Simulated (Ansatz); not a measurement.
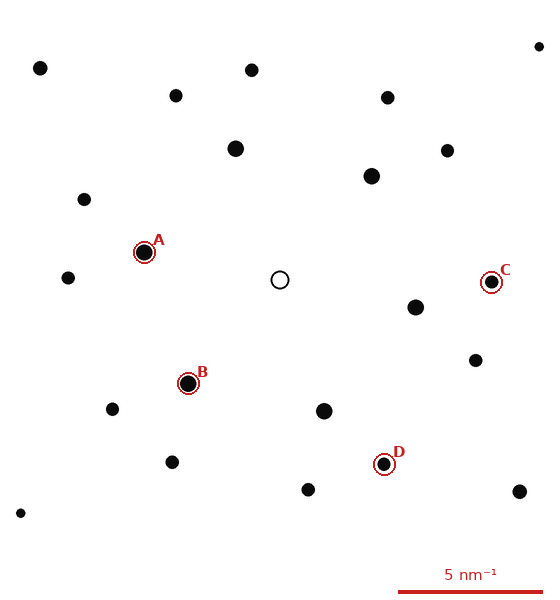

The pattern is a kinematic simulation for 200 kV electrons (no multiple scattering; isotropic B = 0.5 Å²). The zone axis points towards the electron source and the pattern is seen from the source side.

The sample is Pt, space group Pm-3n (No. 223), a = 5.07 Å. Structure: the end point of a relaxation with DFT, PBE, plane waves (420 eV) with PAW, scalar-relativistic (Ansatz); the starting structure was generated, so it need not be a known form of this composition.

Spot A is indexed -1 -1 2 and spot B 1 -2 1.

Question: What are the indices of the remaining marked spots?

Answer: C = −(4/3)A − (1/3)B = 1 2 -3 (d = 1.354 Å). D = −(5/3)A + (4/3)B = 3 -1 -2 (d = 1.354 Å).

Question: Which zone axis is this?

Answer: The cross product of A and B is parallel to [111]; every spot obeys hu + kv + lw = 0.

Question: What are the spacings of A and B and the angle between them?

Answer: d(A) = 2.068 Å, d(B) = 2.068 Å, and the angle is 60.0°.
